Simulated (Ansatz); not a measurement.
## Geometry relaxation, with input and output: Ti5Si (part 1 of 2)

System: Ti5Si (6 atoms in the cell).
Method: DFT PBE, scalar-relativistic, plane waves, PAW (Ansatz 0.2.0).

The structure derives from a Materials Project entry. The run did not end well. It belongs to a series of runs on one base structure; here: elastic constants, atoms relaxed.

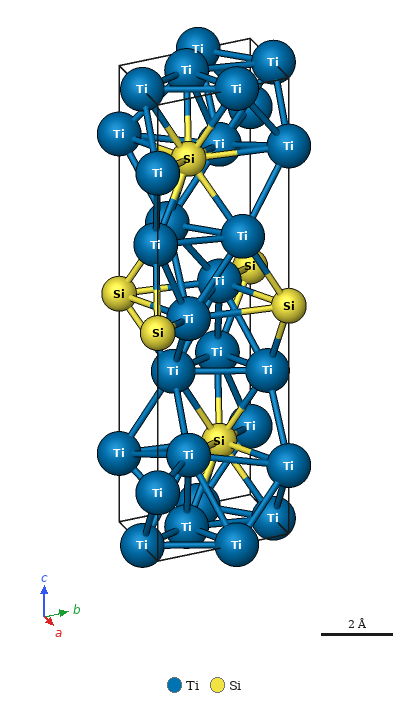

The starting structure (ball-and-stick view of the cell 3 times as large as that of the calculation, set on its symmetry axes, seen slightly off an axis). An atom can appear more than once, as a periodic image.

### What the run reported

| quantity | value |
| --- | --- |
| outcome | stopped at the time limit |
| space group (tolerance 0.01 Å) | R32 (155) → R3 (146) |
| final cell | a = 5.310 Å, b = 5.310 Å, c = 5.310 Å, α = 56.84°, β = 56.84°, γ = 56.84° |
| hardware | 2 threads of Arm Neoverse V1, 24 GiB of memory available, shared host |
| wall time | 32 min (CPU time 64 min) |
| peak memory | 1.8 GiB |

### What went wrong

The run was cut off by its time limit, so the output is incomplete. Results for this metal are sensitive to the k-point mesh.

### Input
```yaml
crystal:
  lattice:
    - [2.5271464075, 1.4590486587, 4.43614465]
    - [-2.5271464075, 1.4590486587, 4.43614465]
    - [0.0, -2.9180973174, 4.43614465]
  atoms:
    - { symbol: Ti, position: [0.1497402314, 0.1497402314, 0.1497402314] }
    - { symbol: Ti, position: [0.6024811804, 0.3975188196, 0.0] }
    - { symbol: Ti, position: [0.0, 0.6024811804, 0.3975188196] }
    - { symbol: Ti, position: [0.8502597686, 0.8502597686, 0.8502597686] }
    - { symbol: Ti, position: [0.3975188196, 0.0, 0.6024811804] }
    - { symbol: Si, position: [0.5, 0.5, 0.5] }
basis:
  ecutwfc: 420
kpoints:
  mp_grid: { grid: [12, 12, 12] }
hamiltonian:
  xc: pbe
scf:
  occupations: { method: fermi_dirac, width: 0.15 }
output:
  forces: true
  stress: true
  eigenvalues: true
elastic:
  mode: relaxed_ion
  amplitude: 0.005
  stencil: two_point
```

Run as:
```bash
ansatz run input.yaml --threads 2 --pin off --max-ram 7168MiB --backend cpu --events-out ev --progress --plain --runs-dir out
```

### Log
```
band count auto-derived: 43 (N_el = 64.0; filled up to band 32; 39 by the electrons, moments and atoms)
Engine: ansatz 0.2.0, aarch64-unknown-linux-gnu
Pseudopotentials: kind: paw
Pseudopotential: Ti, paw, valence charge 12, recommended cutoff 420 eV (normal), Ti.paw.azcp
Pseudopotential: Si, paw, valence charge 4, recommended cutoff 420 eV (normal), Si.paw.azcp
Functional definition: PBE
  parameter kappa = 0.804
  parameter beta = 0.06672455060314922
  exchange = pbe_x(kappa = kappa, mu = beta*pi^2/3)
  correlation = pbe_c(beta = beta)
Crystal: 6 atoms, lattice volume = 98.143 Å³
Basis set: ecut = 420 eV, 1911 PW (Γ), exchange–correlation on 72×72×72 points (8 copies of the dense FFT grid, shifted against one another)
Bands: 43, of which v1, the nominal top of the filled ones, is band 32 counted from 1 (31 counted from 0)
Symmetry: 6 space group operations
Space group: R32 (ITA 155), of the structure as read, at distance tolerance 4.6e-5 Å
k-points: 189 of 1728 (time reversal used)
Non-local potential: Ti, projectors of the file, l = 0: 3, l = 1: 2, l = 2: 3, l = 3: 1
Non-local potential: Si, projectors of the file, l = 0: 2, l = 1: 2, l = 2: 2
PAW form: soft (Blöchl's): semilocal exchange-correlation on the pseudo side does not see the compensation charge
PAW one-centre angular grid: Ti, 590 points (default); XC on 64 Gauss nodes
PAW one-centre angular grid: Si, 110 points (default); XC on 64 Gauss nodes
Initial density: superposition of atomic densities (neutral atoms: chi_scale 0, normalization atom), corrected by the library's trained network
Initial wavefunctions: pseudopotential atomic-orbital guess
Functional: x = pbe(κ = 0.804, μ = 0.2195149727645171), c = pbe(β = 0.06672455060314922)
SCF iter   1: F=—  HF=-13136.140954 eV  |F-HF|=—  |Δ(HF+E_count)|=         —  Δρ=6.21e-3  dr2=5.30e-2  ethr=1.77e-3  ⟨swp⟩=5.1  Hψ=32112  notcnv=0
preconditioner: auto → Kerker (q_TF=auto, 2.541 Å⁻¹)  [metal: Δε(μ)=0.008 eV  Ē_g=3.758 eV  σ=0.150 eV  W_gap=0.01  n_scr=26 (ndim 8)  ℏωp=18.4 eV  f_vac=0.000  D(μ)=5.86/eV (n_scr^D=58)]
SCF iter   2: F=—  HF=-13136.132715 eV  |F-HF|=—  |Δ(HF+E_count)|=   8.24e-3  Δρ=3.52e-3  dr2=1.84e-2  ethr=8.28e-5  ⟨swp⟩=1.0  Hψ=9640  notcnv=0
SCF iter   3: F=—  HF=-13136.128849 eV  |F-HF|=—  |Δ(HF+E_count)|=   3.87e-3  Δρ=5.62e-4  dr2=3.70e-4  ethr=2.88e-5  ⟨swp⟩=2.0  Hψ=10205  notcnv=0
SCF iter   4: F=—  HF=-13136.128777 eV  |F-HF|=—  |Δ(HF+E_count)|=   7.16e-5  Δρ=1.33e-4  dr2=1.71e-5  ethr=5.78e-7  ⟨swp⟩=2.1  Hψ=10917  notcnv=0
SCF iter   5: F=—  HF=-13136.128770 eV  |F-HF|=—  |Δ(HF+E_count)|=   7.42e-6  Δρ=4.48e-5  dr2=1.93e-6  ethr=2.68e-8  ⟨swp⟩=2.0  Hψ=14197  notcnv=0
SCF iter   6: F=—  HF=-13136.128792 eV  |F-HF|=—  |Δ(HF+E_count)|=   2.27e-5  Δρ=1.17e-5  dr2=1.22e-7  ethr=3.01e-9  ⟨swp⟩=2.7  Hψ=15524  notcnv=0
SCF iter   7: F=—  HF=-13136.128792 eV  |F-HF|=—  |Δ(HF+E_count)|=   1.23e-8  Δρ=2.53e-6  dr2=6.08e-9  ethr=1.91e-10  ⟨swp⟩=2.0  Hψ=10326  notcnv=0
SCF iter   8: F=—  HF=-13136.128792 eV  |F-HF|=—  |Δ(HF+E_count)|=   1.01e-9  Δρ=5.28e-7  dr2=2.58e-10  ethr=9.50e-12  ⟨swp⟩=2.5  Hψ=12224  notcnv=0
SCF iter   9: F=—  HF=-13136.128792 eV  |F-HF|=—  |Δ(HF+E_count)|=  2.73e-11  Δρ=1.22e-7  dr2=1.46e-11  ethr=4.03e-13 (applied; sched 1.00e-12)  ⟨swp⟩=2.0  Hψ=9991  notcnv=0
SCF iter  10: F=—  HF=-13136.128792 eV  |F-HF|=—  |Δ(HF+E_count)|=  1.82e-12  Δρ=3.05e-8  dr2=9.42e-13  ethr=2.28e-14 (applied; sched 1.00e-12)  ⟨swp⟩=2.7  Hψ=13763  notcnv=0
SCF iter  11: F=-13136.128792 eV  HF=-13136.128792 eV  |F-HF|=3.64e-12  |Δ(HF+E_count)|=    0.00e0  Δρ=8.37e-9  dr2=4.20e-14  ethr=1.00e-12  ⟨swp⟩=4.1  Hψ=23581  notcnv=0
SCF 1 converged in 11 iterations: F = -13136.128792 eV  dr2 = 4.20e-14
  greatest PAW one-centre occupation: 0.999 electrons in one spin orbital (limit 2), on the Ti atom at site 0 (counted from 0), in its partial waves of l = 0
relax step   1: F+E_penalty+E_count = -13136.12879223 eV  Δ(F+E_penalty+E_count) = +0.000e0 eV  max|allowed force component| = 5.960e-5 eV/Å  Δτ_max = 0.0000 Å  (11 SCF iters, accepted)
Initial density: handed on by an earlier stage of this run
Initial wavefunctions: pseudopotential atomic-orbital guess (no wavefunctions were taken with the density)
iter 1 solved again at ethr=3.44e-7 eV; its pass at ethr=3.10e-3 eV (dr2=2.20e-4 eV) is discarded
SCF iter   1: F=—  HF=-13136.128780 eV  |F-HF|=—  |Δ(HF+E_count)|=         —  Δρ=6.34e-5  dr2=4.11e-6  ethr=3.44e-7  ⟨swp⟩=2.9  Hψ=50647  notcnv=0
preconditioner: auto → Kerker (q_TF=auto, 2.541 Å⁻¹)  [metal: Δε(μ)=0.005 eV  Ē_g=3.739 eV  σ=0.150 eV  W_gap=0.01  n_scr=26 (ndim 8)  ℏωp=18.4 eV  f_vac=0.000  D(μ)=6.05/eV (n_scr^D=58)]
SCF iter   2: F=—  HF=-13136.128792 eV  |F-HF|=—  |Δ(HF+E_count)|=   1.23e-5  Δρ=2.61e-5  dr2=8.52e-7  ethr=6.42e-9  ⟨swp⟩=2.2  Hψ=13327  notcnv=0
SCF iter   3: F=—  HF=-13136.128792 eV  |F-HF|=—  |Δ(HF+E_count)|=   2.39e-7  Δρ=4.01e-6  dr2=2.07e-8  ethr=1.33e-9  ⟨swp⟩=2.2  Hψ=12851  notcnv=0
SCF iter   4: F=—  HF=-13136.128792 eV  |F-HF|=—  |Δ(HF+E_count)|=   3.32e-9  Δρ=1.01e-6  dr2=8.89e-10  ethr=3.24e-11  ⟨swp⟩=2.0  Hψ=13427  notcnv=0
SCF iter   5: F=—  HF=-13136.128792 eV  |F-HF|=—  |Δ(HF+E_count)|=  4.55e-11  Δρ=2.04e-7  dr2=4.44e-11  ethr=1.39e-12  ⟨swp⟩=2.0  Hψ=10206  notcnv=0
SCF iter   6: F=—  HF=-13136.128792 eV  |F-HF|=—  |Δ(HF+E_count)|=  9.09e-12  Δρ=5.86e-8  dr2=3.32e-12  ethr=6.94e-14 (applied; sched 1.00e-12)  ⟨swp⟩=2.9  Hψ=15994  notcnv=0
SCF iter   7: F=—  HF=-13136.128792 eV  |F-HF|=—  |Δ(HF+E_count)|=  1.82e-12  Δρ=1.20e-8  dr2=1.37e-13  ethr=5.18e-15 (applied; sched 1.00e-12)  ⟨swp⟩=2.9  Hψ=16701  notcnv=0
SCF iter   8: F=-13136.128792 eV  HF=-13136.128792 eV  |F-HF|=1.82e-12  |Δ(HF+E_count)|=  1.82e-12  Δρ=3.24e-9  dr2=1.11e-14  ethr=1.00e-12  ⟨swp⟩=3.0  Hψ=21376  notcnv=0
SCF 2 converged in 8 iterations: F = -13136.128792 eV  dr2 = 1.11e-14
relax step   2: F+E_penalty+E_count = -13136.12879224 eV  Δ(F+E_penalty+E_count) = -1.033e-9 eV  max|allowed force component| = 1.993e-5 eV/Å  Δτ_max = 0.0000 Å  (8 SCF iters, accepted)
[... from here on the SCF iterations and repeated set-up lines of each step are left out, up to the last step ...]
SCF 3 converged in 13 iterations: F = -13136.128792 eV  dr2 = 1.51e-20
SCF 4 converged in 11 iterations: F = -13136.127264 eV  dr2 = 3.14e-14
relax step   1: F+E_penalty+E_count = -13136.12726388 eV  Δ(F+E_penalty+E_count) = +0.000e0 eV  max|allowed force component| = 1.941e-2 eV/Å  Δτ_max = 0.0000 Å  (11 SCF iters, accepted)
SCF 5 converged in 9 iterations: F = -13136.127436 eV  dr2 = 8.13e-14
relax step   2: F+E_penalty+E_count = -13136.12743570 eV  Δ(F+E_penalty+E_count) = -1.718e-4 eV  max|allowed force component| = 8.218e-3 eV/Å  Δτ_max = 0.0045 Å  (9 SCF iters, accepted)
SCF 6 converged in 8 iterations: F = -13136.127451 eV  dr2 = 3.68e-14
relax step   3: F+E_penalty+E_count = -13136.12745085 eV  Δ(F+E_penalty+E_count) = -1.515e-5 eV  max|allowed force component| = 2.615e-3 eV/Å  Δτ_max = 0.0013 Å  (8 SCF iters, accepted)
SCF 7 converged in 8 iterations: F = -13136.127452 eV  dr2 = 4.83e-15
relax step   4: F+E_penalty+E_count = -13136.12745189 eV  Δ(F+E_penalty+E_count) = -1.035e-6 eV  max|allowed force component| = 3.568e-4 eV/Å  Δτ_max = 0.0005 Å  (8 SCF iters, accepted)
SCF 8 converged in 10 iterations: F = -13136.127452 eV  dr2 = 8.80e-19
relax step   5: F+E_penalty+E_count = -13136.12745190 eV  Δ(F+E_penalty+E_count) = -1.399e-8 eV  max|allowed force component| = 6.945e-5 eV/Å  Δτ_max = 0.0000 Å  (10 SCF iters, accepted)
SCF 9 converged in 10 iterations: F = -13136.127452 eV  dr2 = 3.69e-19
relax step   6: F+E_penalty+E_count = -13136.12745190 eV  Δ(F+E_penalty+E_count) = -4.438e-10 eV  max|allowed force component| = 4.171e-6 eV/Å  Δτ_max = 0.0000 Å  (10 SCF iters, accepted)
SCF 10 converged in 13 iterations: F = -13136.127452 eV  dr2 = 1.42e-20
SCF 11 converged in 11 iterations: F = -13136.127286 eV  dr2 = 2.89e-14
relax step   1: F+E_penalty+E_count = -13136.12728581 eV  Δ(F+E_penalty+E_count) = +0.000e0 eV  max|allowed force component| = 1.910e-2 eV/Å  Δτ_max = 0.0000 Å  (11 SCF iters, accepted)
SCF 12 converged in 10 iterations: F = -13136.127478 eV  dr2 = 3.10e-15
relax step   2: F+E_penalty+E_count = -13136.12747795 eV  Δ(F+E_penalty+E_count) = -1.921e-4 eV  max|allowed force component| = 2.776e-3 eV/Å  Δτ_max = 0.0046 Å  (10 SCF iters, accepted)
SCF 13 converged in 8 iterations: F = -13136.127480 eV  dr2 = 1.93e-14
relax step   3: F+E_penalty+E_count = -13136.12748032 eV  Δ(F+E_penalty+E_count) = -2.370e-6 eV  max|allowed force component| = 4.421e-4 eV/Å  Δτ_max = 0.0007 Å  (8 SCF iters, accepted)
SCF 14 converged in 11 iterations: F = -13136.127480 eV  dr2 = 9.75e-20
relax step   4: F+E_penalty+E_count = -13136.12748036 eV  Δ(F+E_penalty+E_count) = -3.930e-8 eV  max|allowed force component| = 1.438e-4 eV/Å  Δτ_max = 0.0001 Å  (11 SCF iters, accepted)
SCF 15 converged in 10 iterations: F = -13136.127480 eV  dr2 = 4.78e-19
relax step   5: F+E_penalty+E_count = -13136.12748036 eV  Δ(F+E_penalty+E_count) = -3.409e-9 eV  max|allowed force component| = 8.914e-6 eV/Å  Δτ_max = 0.0000 Å  (10 SCF iters, accepted)
SCF 16 converged in 13 iterations: F = -13136.127480 eV  dr2 = 3.92e-20
SCF 17 converged in 11 iterations: F = -13136.126975 eV  dr2 = 1.98e-14
relax step   1: F+E_penalty+E_count = -13136.12697522 eV  Δ(F+E_penalty+E_count) = +0.000e0 eV  max|allowed force component| = 2.248e-2 eV/Å  Δτ_max = 0.0000 Å  (11 SCF iters, accepted)
iter 1 solved again at ethr=3.38e-7 eV; its pass at ethr=3.10e-3 eV (dr2=2.16e-4 eV) is discarded
SCF iter   1: F=—  HF=-13136.127086 eV  |F-HF|=—  |Δ(HF+E_count)|=         —  Δρ=3.56e-4  dr2=2.15e-4  ethr=3.38e-7  ⟨swp⟩=1.9  Hψ=31843  notcnv=0
preconditioner: auto → Kerker (q_TF=auto, 2.543 Å⁻¹)  [metal: Δε(μ)=0.001 eV  Ē_g=3.752 eV  σ=0.150 eV  W_gap=0.00  n_scr=26 (ndim 8)  ℏωp=18.4 eV  f_vac=0.000  D(μ)=6.05/eV (n_scr^D=58)]
SCF iter   2: F=—  HF=-13136.127061 eV  |F-HF|=—  |Δ(HF+E_count)|=   2.48e-5  Δρ=1.80e-4  dr2=5.89e-5  ethr=3.35e-7  ⟨swp⟩=1.0  Hψ=8127  notcnv=0
SCF iter   3: F=—  HF=-13136.127050 eV  |F-HF|=—  |Δ(HF+E_count)|=   1.07e-5  Δρ=3.12e-5  dr2=1.58e-6  ethr=9.20e-8  ⟨swp⟩=2.1  Hψ=9211  notcnv=0
SCF iter   4: F=—  HF=-13136.127040 eV  |F-HF|=—  |Δ(HF+E_count)|=   1.07e-5  Δρ=6.76e-6  dr2=5.21e-8  ethr=2.47e-9  ⟨swp⟩=2.0  Hψ=10002  notcnv=0
SCF iter   5: F=—  HF=-13136.127040 eV  |F-HF|=—  |Δ(HF+E_count)|=   9.28e-9  Δρ=1.53e-6  dr2=2.84e-9  ethr=8.15e-11  ⟨swp⟩=2.1  Hψ=11657  notcnv=0
SCF iter   6: F=—  HF=-13136.127040 eV  |F-HF|=—  |Δ(HF+E_count)|=  3.58e-10  Δρ=3.57e-7  dr2=1.32e-10  ethr=4.44e-12  ⟨swp⟩=2.7  Hψ=12884  notcnv=0
SCF iter   7: F=—  HF=-13136.127040 eV  |F-HF|=—  |Δ(HF+E_count)|=  2.00e-11  Δρ=1.04e-7  dr2=1.88e-11  ethr=2.07e-13 (applied; sched 1.00e-12)  ⟨swp⟩=2.1  Hψ=10763  notcnv=0
SCF iter   8: F=—  HF=-13136.127040 eV  |F-HF|=—  |Δ(HF+E_count)|=  1.82e-12  Δρ=2.00e-8  dr2=4.96e-13  ethr=2.94e-14 (applied; sched 1.00e-12)  ⟨swp⟩=2.0  Hψ=8836  notcnv=0
SCF iter   9: F=-13136.127040 eV  HF=-13136.127040 eV  |F-HF|=3.64e-12  |Δ(HF+E_count)|=  1.82e-12  Δρ=5.08e-9  dr2=2.59e-14  ethr=1.00e-12  ⟨swp⟩=4.0  Hψ=22696  notcnv=0
SCF 18 converged in 9 iterations: F = -13136.127040 eV  dr2 = 2.59e-14
relax step   2: F+E_penalty+E_count = -13136.12703965 eV  Δ(F+E_penalty+E_count) = -6.443e-5 eV  max|allowed force component| = 7.825e-3 eV/Å  Δτ_max = 0.0045 Å  (9 SCF iters, accepted)
SCF iter   1: F=—  HF=-13136.127052 eV  |F-HF|=—  |Δ(HF+E_count)|=         —  Δρ=7.03e-5  dr2=7.44e-6  ethr=1.58e-7  ⟨swp⟩=9.4  Hψ=24537  notcnv=0
SCF iter   2: F=—  HF=-13136.127050 eV  |F-HF|=—  |Δ(HF+E_count)|=   1.99e-6  Δρ=3.75e-5  dr2=2.48e-6  ethr=1.16e-8  ⟨swp⟩=1.0  Hψ=9639  notcnv=0
SCF iter   3: F=—  HF=-13136.127047 eV  |F-HF|=—  |Δ(HF+E_count)|=   2.95e-6  Δρ=6.60e-6  dr2=8.15e-8  ethr=3.87e-9  ⟨swp⟩=2.0  Hψ=9644  notcnv=0
SCF iter   4: F=—  HF=-13136.127047 eV  |F-HF|=—  |Δ(HF+E_count)|=   1.96e-8  Δρ=1.41e-6  dr2=2.37e-9  ethr=1.27e-10  ⟨swp⟩=2.0  Hψ=10158  notcnv=0
SCF iter   5: F=—  HF=-13136.127047 eV  |F-HF|=—  |Δ(HF+E_count)|=  3.80e-10  Δρ=3.55e-7  dr2=1.54e-10  ethr=3.70e-12  ⟨swp⟩=2.0  Hψ=11244  notcnv=0
SCF iter   6: F=—  HF=-13136.127047 eV  |F-HF|=—  |Δ(HF+E_count)|=  2.55e-11  Δρ=7.27e-8  dr2=4.33e-12  ethr=2.41e-13 (applied; sched 1.00e-12)  ⟨swp⟩=2.8  Hψ=13274  notcnv=0
SCF iter   7: F=—  HF=-13136.127047 eV  |F-HF|=—  |Δ(HF+E_count)|=    0.00e0  Δρ=1.84e-8  dr2=4.68e-13  ethr=6.77e-15 (applied; sched 1.00e-12)  ⟨swp⟩=2.9  Hψ=16157  notcnv=0
```
